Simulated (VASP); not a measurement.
# Run report: Ga$_{2}$O$_{3}$, geometry relaxation (part 1 of 4)

Ga$_{2}$O$_{3}$ (10 atoms in the cell), computed with Kohn-Sham DFT of a periodic cell, PBEsol, VASP PAW PBE potentials, recommended, no spin polarisation (VASP 6.6.1).

The structure derives from an entry of the Crystallography Open Database.

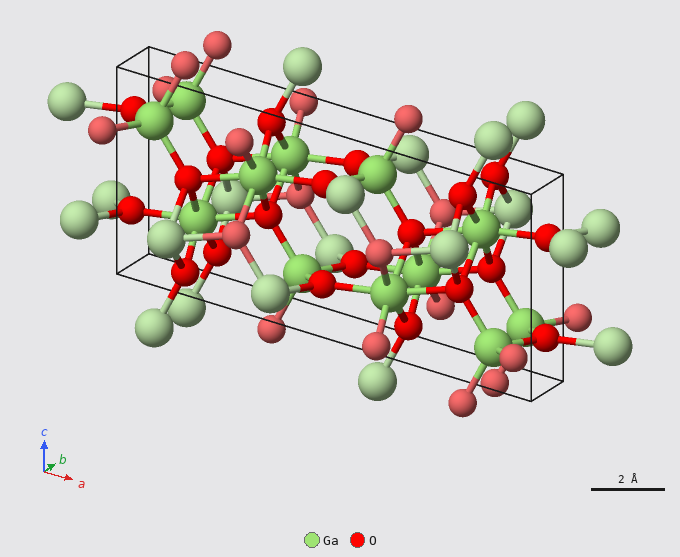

The starting structure (ball-and-stick view of the cell 2 times as large as that of the calculation, set on its symmetry axes, seen slightly off an axis; neighbours outside the cell are drawn fainter). An atom can appear more than once, as a periodic image. Near neighbours in the periodic cell (some may lie outside the picture): Ga has 4 O at 1.84 to 1.87 Å; Ga has 6 O at 1.94 to 2.08 Å; O has 3 Ga at 1.84 to 1.95 Å; O has 4 Ga at 1.87 to 2.08 Å.

## INCAR
```
SYSTEM = Ga2O3
ALGO = Normal
EDIFF = 1E-7
EDIFFG = -0.005
ENCUT = 600
GGA = PS
IBRION = 2
ISIF = 3
ISMEAR = 0
KPAR = 4
LASPH = .True.
LCHARG = .False.
LREAL = .False.
LWAVE = .False.
NELM = 80
NSW = 90
PREC = Accurate
SIGMA = 0.03
```

## KPOINTS
```
k-points
0
Gamma
  10 10 6
  0 0 0
```

## POSCAR
```
Ga2O3                                   
1.0
    6.1404380541     -1.5243098874      0.0091963595
    6.1404380541      1.5243098874      0.0091963595
   -1.3851057330      0.0000000000      5.6428283048
  Ga              O             
     4     6
Direct
     0.0904753733943620    0.0904753733943620    0.7951368457690209
     0.9095246266056379    0.9095246266056379    0.2048631542309792
     0.6586371581062800    0.6586371581062800    0.3142692735989930
     0.3413628418937199    0.3413628418937199    0.6857307264010070
     0.1651575752245650    0.1651575752245650    0.1093266426002332
     0.8348424247754350    0.8348424247754350    0.8906733573997668
     0.1732591666585655    0.1732591666585655    0.5628196194318570
     0.8267408333414346    0.8267408333414346    0.4371803805681429
     0.4962214747277488    0.4962214747277488    0.2560865962780763
     0.5037785252722513    0.5037785252722513    0.7439134037219237
```

Command:
```bash
cat potpaw_PBE.64/Ga_d/POTCAR potpaw_PBE.64/O/POTCAR > POTCAR
mpirun -np 4 vasp_std > vasp.out
```

## OSZICAR
```
N       E                     dE             d eps       ncg     rms          rms(c)
DAV:   1     0.127158397723E+04    0.12716E+04   -0.44359E+04 20560   0.337E+03
DAV:   2     0.221098923026E+03   -0.10505E+04   -0.10073E+04 18376   0.872E+02
DAV:   3    -0.481563871647E+02   -0.26926E+03   -0.26218E+03 21048   0.282E+02
DAV:   4    -0.710666648516E+02   -0.22910E+02   -0.22694E+02 21812   0.883E+01
DAV:   5    -0.719776496754E+02   -0.91098E+00   -0.90814E+00 23820   0.176E+01    0.161E+01
DAV:   6    -0.639231080411E+02    0.80545E+01   -0.30991E+01 33436   0.638E+01    0.488E+00
DAV:   7    -0.640103967773E+02   -0.87289E-01   -0.29453E+00 19848   0.963E+00    0.335E+00
DAV:   8    -0.639411262332E+02    0.69271E-01   -0.53741E-01 26352   0.676E+00    0.121E+00
DAV:   9    -0.639099403404E+02    0.31186E-01   -0.13278E-01 27284   0.476E+00    0.279E-01
DAV:  10    -0.639105863245E+02   -0.64598E-03   -0.21389E-02 27032   0.125E+00    0.125E-01
DAV:  11    -0.639108788645E+02   -0.29254E-03   -0.25720E-03 23136   0.657E-01    0.922E-02
DAV:  12    -0.639108767642E+02    0.21003E-05   -0.94720E-04 25796   0.454E-01    0.224E-02
DAV:  13    -0.639108808493E+02   -0.40852E-05   -0.13964E-04 25604   0.110E-01    0.741E-03
DAV:  14    -0.639108829911E+02   -0.21417E-05   -0.35222E-05 24060   0.650E-02    0.842E-03
DAV:  15    -0.639108820999E+02    0.89122E-06   -0.48949E-06 25652   0.253E-02    0.339E-03
DAV:  16    -0.639108820531E+02    0.46764E-07   -0.18783E-06 21464   0.108E-02    0.107E-03
DAV:  17    -0.639108820307E+02    0.22426E-07   -0.13358E-07 11664   0.320E-03
   1 F= -.63910882E+02 E0= -.63910882E+02  d E =-.639109E+02
       N       E                     dE             d eps       ncg     rms          rms(c)
DAV:   1    -0.639109910925E+02   -0.10904E-03   -0.60185E-03 25076   0.620E-01    0.719E-02
DAV:   2    -0.639109220679E+02    0.69025E-04   -0.44667E-04 24504   0.217E-01    0.334E-02
DAV:   3    -0.639109002628E+02    0.21805E-04   -0.79235E-05 31204   0.873E-02    0.110E-02
DAV:   4    -0.639108976919E+02    0.25709E-05   -0.17209E-05 25228   0.505E-02    0.453E-03
DAV:   5    -0.639108975841E+02    0.10789E-06   -0.48607E-06 20976   0.291E-02    0.109E-03
DAV:   6    -0.639108976584E+02   -0.74371E-07   -0.86070E-07 18964   0.117E-02
   2 F= -.63910898E+02 E0= -.63910898E+02  d E =-.156277E-04
       N       E                     dE             d eps       ncg     rms          rms(c)
DAV:   1    -0.639109000149E+02   -0.24308E-05   -0.13595E-04 25180   0.928E-02    0.109E-02
DAV:   2    -0.639108983481E+02    0.16667E-05   -0.10032E-05 24328   0.318E-02    0.502E-03
DAV:   3    -0.639108978384E+02    0.50974E-06   -0.17123E-06 29784   0.114E-02    0.166E-03
DAV:   4    -0.639108977780E+02    0.60372E-07   -0.40341E-07 15240   0.483E-03
   3 F= -.63910898E+02 E0= -.63910898E+02  d E =-.157473E-04
       N       E                     dE             d eps       ncg     rms          rms(c)
DAV:   1    -0.639108981554E+02   -0.31706E-06   -0.25209E-05 24912   0.391E-02    0.453E-03
DAV:   2    -0.639108979003E+02    0.25512E-06   -0.19487E-06 23144   0.147E-02    0.210E-03
DAV:   3    -0.639108978185E+02    0.81864E-07   -0.25330E-07 11600   0.552E-03
   4 F= -.63910898E+02 E0= -.63910898E+02  d E =-.157878E-04
       N       E                     dE             d eps       ncg     rms          rms(c)
DAV:   1    -0.639109337506E+02   -0.35850E-04   -0.42572E-03 18600   0.378E-01    0.398E-02
DAV:   2    -0.639109225333E+02    0.11217E-04   -0.20464E-04 20816   0.141E-01    0.225E-02
DAV:   3    -0.639109116924E+02    0.10841E-04   -0.38436E-05 26596   0.506E-02    0.613E-03
DAV:   4    -0.639109114661E+02    0.22631E-06   -0.69019E-06 20476   0.239E-02    0.236E-03
DAV:   5    -0.639109114538E+02    0.12342E-07   -0.13573E-06 23608   0.829E-03    0.109E-03
DAV:   6    -0.639109114322E+02    0.21564E-07   -0.12392E-07 10828   0.472E-03
   5 F= -.63910911E+02 E0= -.63910911E+02  d E =-.136138E-04
       N       E                     dE             d eps       ncg     rms          rms(c)
DAV:   1    -0.639109255761E+02   -0.14122E-04   -0.20502E-03 18592   0.262E-01    0.275E-02
DAV:   2    -0.639109203177E+02    0.52584E-05   -0.97781E-05 20988   0.986E-02    0.156E-02
DAV:   3    -0.639109150049E+02    0.53128E-05   -0.18057E-05 26132   0.388E-02    0.408E-03
DAV:   4    -0.639109149307E+02    0.74178E-07   -0.32364E-06 20412   0.181E-02    0.156E-03
DAV:   5    -0.639109149382E+02   -0.74415E-08   -0.74008E-07 22376   0.873E-03
   6 F= -.63910915E+02 E0= -.63910915E+02  d E =-.171197E-04
       N       E                     dE             d eps       ncg     rms          rms(c)
DAV:   1    -0.639109180419E+02   -0.31112E-05   -0.23135E-03 18272   0.256E-01    0.157E-02
DAV:   2    -0.639109221463E+02   -0.41043E-05   -0.88979E-05 23988   0.790E-02    0.850E-03
DAV:   3    -0.639109210206E+02    0.11257E-05   -0.71503E-06 21920   0.209E-02    0.360E-03
DAV:   4    -0.639109207686E+02    0.25198E-06   -0.87172E-07 23828   0.195E-02    0.885E-04
DAV:   5    -0.639109208255E+02   -0.56903E-07   -0.59177E-07 17560   0.714E-03
   7 F= -.63910921E+02 E0= -.63910921E+02  d E =-.588731E-05
```

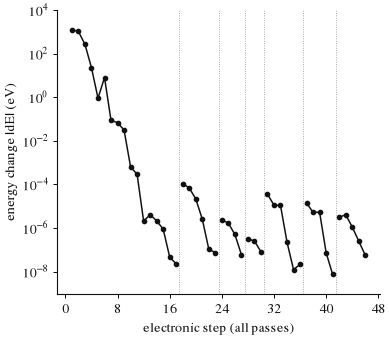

Convergence of the self-consistent field: energy change |dE| against the electronic step. Each stretch between dotted lines is the SCF of one geometry step of a relaxation. The 7 ionic steps take 3 to 17 electronic steps each. The density is held fixed in the first few steps, and dE rises again when its update begins.

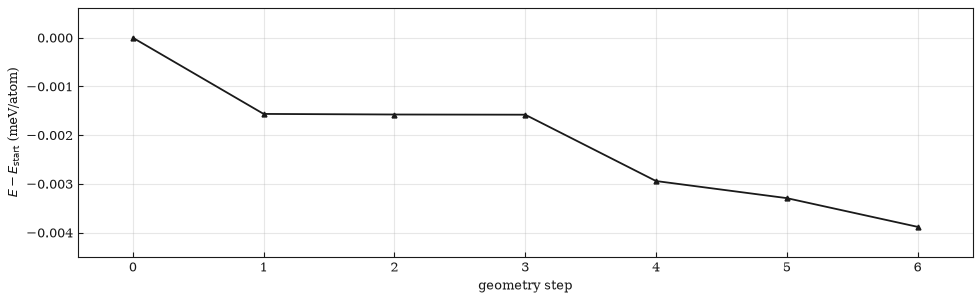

Progress of the relaxation, step by step (steps are counted from 0). Over 6 geometry steps the energy falls by next to nothing (0.0 meV per atom). Largest force component: 0.0068 eV/Å at the start, 0.0029 eV/Å at the end. No atom moves by more than 0.005 Å relative to the cell. The space group stays C2/m (No. 12). (Atoms are counted from 1 in the order of the input.)

## Parts of OUTCAR
```
SYSTEM = Ga2O3
   EDIFF = 1E-7
   EDIFFG = -0.005
   ENCUT = 600
   GGA = PS
   IBRION = 2
   ISIF = 3
   ISMEAR = 0
   LASPH = .True.
   LREAL = .False.
   NELM = 80
   NSW = 90
   PREC = Accurate

 ion  position               nearest neighbor table
   1  0.090  0.090  0.795-   5 1.84  10 1.84  10 1.84   7 1.87
   2  0.910  0.910  0.205-   6 1.84   9 1.84   9 1.84   8 1.87
   3  0.659  0.659  0.314-   9 1.94   5 1.95   5 1.95   8 2.02   7 2.08   7 2.08
   4  0.341  0.341  0.686-  10 1.94   6 1.95   6 1.95   7 2.02   8 2.08   8 2.08
   5  0.165  0.165  0.109-   1 1.84   3 1.95   3 1.95
   6  0.835  0.835  0.891-   2 1.84   4 1.95   4 1.95
   7  0.173  0.173  0.563-   1 1.87   4 2.02   3 2.08   3 2.08
   8  0.827  0.827  0.437-   2 1.87   3 2.02   4 2.08   4 2.08
   9  0.496  0.496  0.256-   2 1.84   2 1.84   3 1.94
  10  0.504  0.504  0.744-   1 1.84   1 1.84   4 1.94

  LATTYP: Found a base centered monoclinic cell.
 ALAT       =    12.2808898813
 B/A-ratio  =     0.2482409503
 C/A-ratio  =     0.4731202856
 COS(beta)  =    -0.2369316647

  Lattice vectors:

 A1 = (   6.1404380541,  -1.5243098874,   0.0091963595)
 A2 = (   6.1404380541,   1.5243098874,   0.0091963595)
 A3 = (  -1.3851057330,   0.0000000000,   5.6428283048)

Analysis of symmetry for initial positions (statically):
=====================================================================
 Subroutine PRICEL returns:
 Original cell was already a primitive cell.

 Routine SETGRP: Setting up the symmetry group for a
 base centered monoclinic supercell.

 Subroutine GETGRP returns: Found  4 space group operations
 (whereof  4 operations were pure point group operations)
 out of a pool of  4 trial point group operations.

The static configuration has the point symmetry C_2h.

Analysis of symmetry for dynamics (positions and initial velocities):
=====================================================================
 Subroutine PRICEL returns:
 Original cell was already a primitive cell.

 Routine SETGRP: Setting up the symmetry group for a
 base centered monoclinic supercell.

 Subroutine GETGRP returns: Found  4 space group operations
 (whereof  4 operations were pure point group operations)
 out of a pool of  4 trial point group operations.

The dynamic configuration has the point symmetry C_2h.

 Subroutine INISYM returns: Found  4 space group operations
 (whereof  4 operations are pure point group operations),
 and found     1 'primitive' translations

----------------------------------------------------------------------------------------

                                     Primitive cell

  volume of cell :     105.6718

  direct lattice vectors                    reciprocal lattice vectors
     6.140438054 -1.524309887  0.009196359     0.081397492 -0.328017291  0.019980075
     6.140438054  1.524309887  0.009196359     0.081397492  0.328017291  0.019980075
    -1.385105733  0.000000000  5.642828305    -0.000265314  0.000000000  0.177150971

  length of vectors
     6.326814736  6.326814736  5.810338129     0.338555901  0.338555901  0.177151169

  position of ions in fractional coordinates (direct lattice)
     0.090475373  0.090475373  0.795136846
     0.909524627  0.909524627  0.204863154
     0.658637158  0.658637158  0.314269274
     0.341362842  0.341362842  0.685730726
     0.165157575  0.165157575  0.109326643
     0.834842425  0.834842425  0.890673357
     0.173259167  0.173259167  0.562819619
     0.826740833  0.826740833  0.437180381
     0.496221475  0.496221475  0.256086596
     0.503778525  0.503778525  0.743913404

  ion indices of the primitive-cell ions
   primitive index   ion index
                 1           1
                 2           2
                 3           3
                 4           4
                 5           5
                 6           6
                 7           7
                 8           8
                 9           9
                10          10

----------------------------------------------------------------------------------------

 KPOINTS: k-points

Automatic generation of k-mesh.
 Grid dimensions read from file:
 generate k-points for:   10   10    6

 Generating k-lattice:

  Cartesian coordinates                     Fractional coordinates (reciprocal lattice)
     0.008139749 -0.032801729  0.001998007     0.100000000 -0.000000000  0.000000000
     0.008139749  0.032801729  0.001998007    -0.000000000  0.100000000  0.000000000
    -0.000044219  0.000000000  0.029525162     0.000000000  0.000000000  0.166666667

  Length of vectors
     0.033855590  0.033855590  0.029525195

  Shift w.r.t. Gamma in fractional coordinates (k-lattice)
     0.000000000  0.000000000  0.000000000

 Subroutine IBZKPT returns following result:
 ===========================================

 Found    172 irreducible k-points:

 Following reciprocal coordinates:
            Coordinates               Weight
  0.000000  0.000000  0.000000      1.000000
  0.100000  0.000000  0.000000      4.000000
  0.200000  0.000000  0.000000      4.000000
  0.300000 -0.000000  0.000000      4.000000
  0.400000 -0.000000  0.000000      4.000000
  0.500000  0.000000  0.000000      2.000000
  0.100000  0.100000 -0.000000      2.000000
  0.200000  0.100000  0.000000      4.000000
  0.300000  0.100000  0.000000      4.000000
  0.400000  0.100000  0.000000      4.000000
  0.500000  0.100000  0.000000      4.000000
 -0.400000  0.100000 -0.000000      4.000000
 -0.300000  0.100000 -0.000000      4.000000
 -0.200000  0.100000  0.000000      4.000000
 -0.100000  0.100000  0.000000      2.000000
  0.200000  0.200000 -0.000000      2.000000
  0.300000  0.200000  0.000000      4.000000
  0.400000  0.200000  0.000000      4.000000
  0.500000  0.200000  0.000000      4.000000
 -0.400000  0.200000  0.000000      4.000000
 -0.300000  0.200000 -0.000000      4.000000
 -0.200000  0.200000  0.000000      2.000000
  0.300000  0.300000  0.000000      2.000000
  0.400000  0.300000  0.000000      4.000000
 [... further k-points ...]
   k-points           NKPTS =    172   k-points in BZ     NKDIM =    172   number of bands    NBANDS=     52
   number of dos      NEDOS =    301   number of ions     NIONS =     10
   total plane-waves  NPLWV = 139968
   dimension x,y,z NGX =    54 NGY =   54 NGZ =   48
   dimension x,y,z NGXF=   108 NGYF=  108 NGZF=   96
   ions per type =               4   6
   NGX,Y,Z   is equivalent  to a cutoff of  14.19, 14.19, 13.73 a.u.
   NGXF,Y,Z  is equivalent  to a cutoff of  28.38, 28.38, 27.47 a.u.
 SYSTEM =  Ga2O3
   PREC   = accura    normal or accurate (medium, high low for compatibility)
   ISTART =      0    job   : 0-new  1-cont  2-samecut
   ICHARG =      2    charge: 1-file 2-atom 10-const
   ISPIN  =      1    spin polarized calculation?
   LNONCOLLINEAR =      F non collinear calculations
   LSORBIT =      F    spin-orbit coupling
   LASPH  =      T    aspherical Exc in radial PAW
   ENCUT  =  600.0 eV  44.10 Ry    6.64 a.u.  12.64 12.64 11.60*2*pi/ulx,y,z
   NELM   =     80;   NELMIN=  2; NELMDL= -5     # of ELM steps
   EDIFF  = 0.1E-06   stopping-criterion for ELM
   LREAL  =      F    real-space projection
   EDIFFG = -.5E-02   stopping-criterion for IOM
   NSW    =     90    number of steps for IOM
   IBRION =      2    ionic relax: 0-MD 1-quasi-New 2-CG
   NFREE  =      1    steps in history (QN), initial steepest desc. (CG)
   ISIF   =      3    stress and relaxation
   ISYM   =      2    0-nonsym 1-usesym 2-fastsym
   POTIM  = 0.5000    time-step for ionic-motion
   TEBEG  =    0.0;   TEEND  =   0.0 temperature during run
   PSTRESS=    0.0 pullay stress
   NELECT =      88.0000    total number of electrons
   NUPDOWN=      -1.0000    fix difference up-down
   EMIN   =  10.00;   EMAX   =-10.00  energy-range for DOS
   EFERMI =   0.00;   METHOD = LEGACY
   ISMEAR =     0;   SIGMA  =   0.03  broadening in eV -4-tet -1-fermi 0-gaus
   EFERMI_NEDOS =   21; number of points for ismear=-14 and -15
   IALGO  =     38    algorithm
   IMIX   =      4    mixing-type and parameters
     AMIX     =   0.40;   BMIX     =  1.00
     AMIX_MAG =   1.60;   BMIX_MAG =  1.00
  volume/ion in A,a.u.               =      10.57        71.31
  Fermi-wavevector in a.u.,A,eV,Ry     =   1.540220  2.910593 32.276787  2.372277
  Thomas-Fermi vector in A             =   2.646338
   LORBIT       =      0    0 simple, 1 ext, 2 COOP (PROOUT), +10 PAW based schemes
   GGA     = PS    functional components
   LHFCALC =     F    Hartree Fock is set to
   AEXX    =    0.0000 exact exchange contribution
   IVDW    =     0    specifies the selected vdW correction
   LEPSILON=     F    determine dielectric tensor
   LRPA    =     F    only Hartree local field effects (RPA)
 conjugate gradient relaxation of ions
 non-spin polarized calculation
 Gauss-broadening in eV      SIGMA  =   0.03
  energy-cutoff  :      600.00
  volume of cell :      105.67
 maximum number of plane-waves:      3550
 NGX is ok and might be reduce to    54
   NGX = 25   NGY = 25   NGZ = 23

--------------------------------------- Ionic step        1  -------------------------------------------

 number of electron      88.0000005 magnetization

 Free energy of the ion-electron system (eV)
  ---------------------------------------------------
  ext. energy  EPLUGINS =         0.00000000
  ---------------------------------------------------
  free energy    TOTEN  =       -63.91088203 eV

  energy without entropy =      -63.91088203  energy(sigma->0) =      -63.91088203

------------------------ aborting loop because EDIFF is reached ----------------------------------------
```
